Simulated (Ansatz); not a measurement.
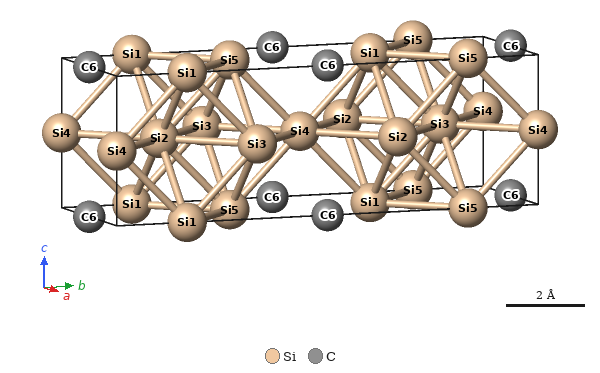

The input geometry of run 1 (ball-and-stick view of the cell 2 times as large as that of the calculation, set on its symmetry axes, seen slightly off an axis; atoms are numbered from 1 in the order of the input). An atom can appear more than once, as a periodic image.

## Two runs on Si5C

System: Si5C (Cmmm, 6 atoms in the cell).
Method of run 1: DFT PBE, scalar-relativistic, plane waves, PAW, spin-polarised (Ansatz 0.2.0).

The structure was made by a generator, so it may or may not be a known phase. Text and figures count atoms from 1; the logs count them from 0 in places.

**Input, run 1**
```yaml
crystal:
  lattice:
    - [1.94865328, -5.84595985, 0.0]
    - [1.94865328, 5.84595985, 0.0]
    - [0.0, 0.0, 3.89730656]
  atoms:
    - { symbol: Si, position: [0.83333333, 0.16666667, 0.0] }
    - { symbol: Si, position: [0.33333333, 0.66666667, 0.5] }
    - { symbol: Si, position: [0.66666667, 0.33333333, 0.5] }
    - { symbol: Si, position: [0.0, 0.0, 0.5] }
    - { symbol: Si, position: [0.16666667, 0.83333333, 0.0] }
    - { symbol: C, position: [0.5, 0.5, 0.0], spin: 1.0 }
basis:
  ecutwfc: 420
kpoints:
  mp_grid: { grid: [6, 6, 4] }
hamiltonian:
  xc: pbe
scf:
  occupations: { method: gaussian, width: 0.1 }
  lower_state_search: "off"
output:
  forces: true
  stress: true
  eigenvalues: true
  populations: true
magnetization:
  spin_polarized: true
```

Command:
```bash
ansatz run input.yaml --threads 1 --pin off --max-ram 2560MiB --backend cpu --events-out ev --progress --plain --runs-dir out
```

Hardware: 1 thread of Intel Xeon @ 2.50GHz (Skylake/Cascade Lake), 189 GiB of memory available, shared host.

**Output, shortened to warnings, some set-up lines, iterations and results (run 1)**
```
WARN: the starting moments were not kept: the SCF closed with an absolute magnetisation of 6.8e-6 μB, where they sum to 1 μB in size (1 site). That is at most 0.1 of that sum. Measured as dr2_m measures the in/out step, that magnetisation stands 5.4e-12 eV from none, at or under the dr2_threshold of 1.0e-7 eV: it is no larger than a step whose dr2_m would equal this threshold. The system may hold …
Basis set: ecut = 420 eV, 1753 PW (Γ), exchange–correlation on 90×90×54 points (8 copies of the dense FFT grid, shifted against one another)
Symmetry: 8 space group operations
k-points: 39 of 144
Initial density: superposition of atomic densities (chi_scale 0.1, normalization cell, long waves kept (reshape's long-wave potential 0.13 eV rms))
[...]
SCF iter   1: F=—  HF=-3422.916344 eV  |F-HF|=—  |Δ(HF+E_count)|=         —  Δρ=2.08e-2 (↑2.08e-2 ↓1.18e-2)  dr2=1.44e0  dr2_m=1.02e-1  M=0.311 μB ∫|m|=0.502 μB  β_m=0.30  …
SCF iter   2: F=—  HF=-3422.824444 eV  |F-HF|=—  |Δ(HF+E_count)|=   9.19e-2  Δρ=1.38e-2 (↑1.38e-2 ↓1.07e-2)  dr2=5.77e-1  dr2_m=6.40e-2  M=0.269 μB ∫|m|=0.442 μB  β_m=0.30  …
SCF iter   3: F=—  HF=-3422.752783 eV  |F-HF|=—  |Δ(HF+E_count)|=   7.17e-2  Δρ=9.51e-3 (↑7.13e-3 ↓9.51e-3)  dr2=8.15e-2  dr2_m=4.42e-2  M=0.203 μB ∫|m|=0.386 μB  β_m=0.30  …
SCF iter   4: F=—  HF=-3422.754070 eV  |F-HF|=—  |Δ(HF+E_count)|=   1.29e-3  Δρ=6.81e-3 (↑6.81e-3 ↓6.00e-3)  dr2=4.26e-3  dr2_m=3.28e-2  M=0.158 μB ∫|m|=0.332 μB  β_m=0.30  …
SCF iter   5: F=—  HF=-3422.769660 eV  |F-HF|=—  |Δ(HF+E_count)|=   1.56e-2  Δρ=5.40e-3 (↑5.40e-3 ↓5.36e-3)  dr2=2.13e-3  dr2_m=2.33e-2  M=0.128 μB ∫|m|=0.287 μB  β_m=0.30  …
[... 8 lines ...]
SCF iter  14: F=—  HF=-3422.807878 eV  |F-HF|=—  |Δ(HF+E_count)|=   1.11e-6  Δρ=1.42e-5 (↑1.42e-5 ↓8.97e-6)  dr2=6.62e-7  dr2_m=2.95e-8  M=0.000 μB ∫|m|=0.000 μB  β_m=0.81  …
SCF iter  15: F=-3422.807878 eV  HF=-3422.807878 eV  |F-HF|=1.35e-8  |Δ(HF+E_count)|=   2.33e-8  Δρ=4.77e-6 (↑4.77e-6 ↓3.01e-6)  dr2=3.20e-8  dr2_m=7.94e-9  M=0.000 μB …
SCF iter  16: F=-3422.807878 eV  HF=-3422.807878 eV  |F-HF|=1.51e-10  |Δ(HF+E_count)|=   1.80e-8  Δρ=7.64e-7 (↑7.64e-7 ↓6.78e-7)  dr2=4.85e-10  dr2_m=3.54e-10  M=0.000 μB …
SCF iter  17: F=-3422.807878 eV  HF=-3422.807878 eV  |F-HF|=1.64e-11  |Δ(HF+E_count)|=  8.29e-10  Δρ=1.14e-7 (↑1.14e-7 ↓1.13e-7)  dr2=1.96e-12  dr2_m=9.97e-12  M=0.000 μB …
SCF 1 converged in 17 iterations: F = -3422.807878 eV  dr2 = 1.96e-12
SCF converged after 17 iterations
Magnetization: 0.0000 μB (12.0000 up, 12.0000 down)
Absolute magnetization: 0.0000 μB (∫|ρ↑−ρ↓|, with the PAW one-centre terms)
Spin contamination: 0.0000 ħ² per cell (⟨S²⟩ above its minimum at these occupations)
Per-site moments (μB) at R_I (Å): [(1.480309040801698e-7, 1.1367723857240857), (6.879038820618467e-7, 1.1367723857240855), (6.879038820365508e-7, 1.1367723857240855), (1.8398385923997985e-7, 1.1367724074872618), (1.4803090408132046e-7, 1.1367723857240857), (-1.4641364383007093e-6, …
Free energy (F): -3422.807878 eV
Harris-Foulkes:  -3422.807878 eV  (|F-HF|=1.64e-11)
Internal energy: -3422.796877 eV  (E = F + TS)
E sigma→0 (E₀):  -3422.802378 eV
Entropy (-TS):   -0.011001 eV (-1.833 meV/atom)
Fermi energy:    9.149457 eV
--- Per-component energies (eV) ---
  E_band       = 87.462095
  E_kinetic    = 270.571157
  E_local      = -77.552927  (includes V_loc(G=0)·N_el)
  E_nonlocal   = 154.446011
  E_hartree    = 21.061362
  E_xc         = -321.290890
  E_vxc        = -289.457810  (∫ρ·V_xc dr)
  E_paw        = -2656.911445  (= ΣΔE_a)
  E_vpaw       = -12.667099  (= ΣTr[D̂ρ^β])
  E_aug_tail   = 0.000041  (compensation charges beyond the density's cutoff)
  E_ewald      = -813.120188
  E_smearing   = -0.011001  (= −TS)
  E_closure    = 0.000000  (closes the sum)
  Σ components = -3422.807878   (vs F -3422.807878, Δ=0.00e0)
--- Forces (eV/Å), atoms counted from 1 ---
  atom   1  Si     0.00000000    -0.49481854     0.00000000
  atom   2  Si     0.00000000    -0.56632642     0.00000000
  atom   3  Si     0.00000000     0.56632642     0.00000000
  atom   4  Si     0.00000000     0.00000000     0.00000000
  atom   5  Si     0.00000000     0.49481854     0.00000000
  atom   6  C      0.00000000     0.00000000     0.00000000
  max |Σ_I F_I| component: 1.11e-16 eV/Å
--- Stress (GPa, compression-positive) ---
       -8.486412       0.000000       0.000000
        0.000000      -6.495535       0.000000
        0.000000       0.000000     -12.845161
  P = ⅓ Tr σ = -9.2757 GPa (-92.757 kbar)
--- Löwdin populations: 6 sites ---
  site symbol       q [e]    m [muB]
     0     Si      3.8184     0.0000
     1     Si      3.8027     0.0000
     2     Si      3.8027     0.0000
     3     Si      3.7512     0.0000
     4     Si      3.8184     0.0000
     5      C      4.5309    -0.0000
  spilling = 0.019812 (of n_electrons = 24.000000)
```

The input of run 2 differs as follows (lines with − go, lines with + come):
```diff
-    - { symbol: C, position: [0.5, 0.5, 0.0], spin: 1.0 }
+    - { symbol: C, position: [0.5, 0.5, 0.0] }
-  populations: true
-magnetization:
-  spin_polarized: true
```

What does this change do to the results?

The energy is the same within 0.01 meV per atom. The SCF takes 6 iterations against 17. On the same kind of shared host run 2 took about 0.25 times as long. The two runs start from different initial densities, which also moves the count.

**Output, shortened to warnings, some set-up lines, iterations and results (run 2)**
```
Basis set: ecut = 420 eV, 1753 PW (Γ), exchange–correlation on 90×90×54 points (8 copies of the dense FFT grid, shifted against one another)
Symmetry: 8 space group operations
k-points: 39 of 144
Initial density: superposition of atomic densities (neutral atoms: chi_scale 0, normalization atom), corrected by the library's trained network
[...]
SCF iter   1: F=—  HF=-3422.809843 eV  |F-HF|=—  |Δ(HF+E_count)|=         —  Δρ=3.36e-3  dr2=1.57e-2  ethr=1.77e-3  ⟨swp⟩=5.9  Hψ=4030  notcnv=0
SCF iter   2: F=—  HF=-3422.808475 eV  |F-HF|=—  |Δ(HF+E_count)|=   1.37e-3  Δρ=1.78e-3  dr2=4.50e-3  ethr=6.55e-5  ⟨swp⟩=1.0  Hψ=1015  notcnv=0
SCF iter   3: F=—  HF=-3422.807891 eV  |F-HF|=—  |Δ(HF+E_count)|=   5.84e-4  Δρ=2.00e-4  dr2=4.66e-5  ethr=1.88e-5  ⟨swp⟩=2.3  Hψ=954  notcnv=0
SCF iter   4: F=—  HF=-3422.807878 eV  |F-HF|=—  |Δ(HF+E_count)|=   1.30e-5  Δρ=5.97e-5  dr2=3.35e-6  ethr=1.94e-7  ⟨swp⟩=2.4  Hψ=1109  notcnv=0
SCF iter   5: F=-3422.807878 eV  HF=-3422.807878 eV  |F-HF|=2.54e-8  |Δ(HF+E_count)|=   3.14e-7  Δρ=7.58e-6  dr2=7.25e-8  ethr=1.40e-8  ⟨swp⟩=2.5  Hψ=1125  notcnv=0
SCF iter   6: F=-3422.807878 eV  HF=-3422.807878 eV  |F-HF|=3.85e-9  |Δ(HF+E_count)|=   2.21e-9  Δρ=1.46e-6  dr2=5.47e-9  ethr=3.02e-10  ⟨swp⟩=5.1  Hψ=3361  notcnv=0
SCF 1 converged in 6 iterations: F = -3422.807878 eV  dr2 = 5.47e-9
SCF converged after 6 iterations
Free energy (F): -3422.807878 eV
Harris-Foulkes:  -3422.807878 eV  (|F-HF|=3.85e-9)
Internal energy: -3422.796877 eV  (E = F + TS)
E sigma→0 (E₀):  -3422.802378 eV
Entropy (-TS):   -0.011001 eV (-1.833 meV/atom)
Fermi energy:    9.149459 eV
--- Per-component energies (eV) ---
  E_band       = 87.462126
  E_kinetic    = 270.571045
  E_local      = -77.552647  (includes V_loc(G=0)·N_el)
  E_nonlocal   = 154.445980
  E_hartree    = 21.061198
  E_xc         = -321.290875
  E_vxc        = -289.457792  (∫ρ·V_xc dr)
  E_paw        = -2656.911432  (= ΣΔE_a)
  E_vpaw       = -12.667062  (= ΣTr[D̂ρ^β])
  E_aug_tail   = 0.000041  (compensation charges beyond the density's cutoff)
  E_ewald      = -813.120188
  E_smearing   = -0.011001  (= −TS)
  E_closure    = 0.000000  (closes the sum)
  Σ components = -3422.807878   (vs F -3422.807878, Δ=0.00e0)
--- Forces (eV/Å), atoms counted from 1 ---
  atom   1  Si     0.00000000    -0.49479396     0.00000000
  atom   2  Si     0.00000000    -0.56630937     0.00000000
  atom   3  Si     0.00000000     0.56630937     0.00000000
  atom   4  Si    -0.00000000     0.00000000     0.00000000
  atom   5  Si     0.00000000     0.49479396     0.00000000
  atom   6  C      0.00000000     0.00000000     0.00000000
  max |Σ_I F_I| component: 3.94e-31 eV/Å
--- Stress (GPa, compression-positive) ---
       -8.486393       0.000000       0.000000
        0.000000      -6.495502       0.000000
        0.000000       0.000000     -12.845293
  P = ⅓ Tr σ = -9.2757 GPa (-92.757 kbar)
```

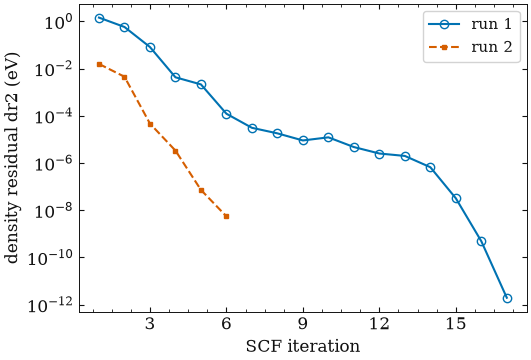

Convergence of the two runs: density residual dr2 against the SCF iteration. Run 1 takes 17 iterations in all, and run 2 takes 6.

**The two runs side by side**

| quantity | run 1 | run 2 |
| --- | --- | --- |
| outcome | converged | converged |
| free energy per atom (eV) | −570.4680 | −570.4680 |
| energy per atom, smearing taken to zero (eV) | −570.4671 | −570.4671 |
| gap on the mesh (eV) | 0.00 | 0.00 |
| net moment of the cell (μB) | 0.00 | – |
| absolute moment of the cell (μB) | 0.00 | – |
| pressure (GPa) | −9.28 | −9.28 |
| largest force (eV/Å) | 0.566 | 0.566 |
| SCF iterations | 17 | 6 |
| irreducible k-points | 39 | 39 |
| plane waves at Γ | 1753 | 1753 |
| wall time (shared host) | 31 s | 7.7 s |

For run 1: Warnings: some starting moments were not kept.
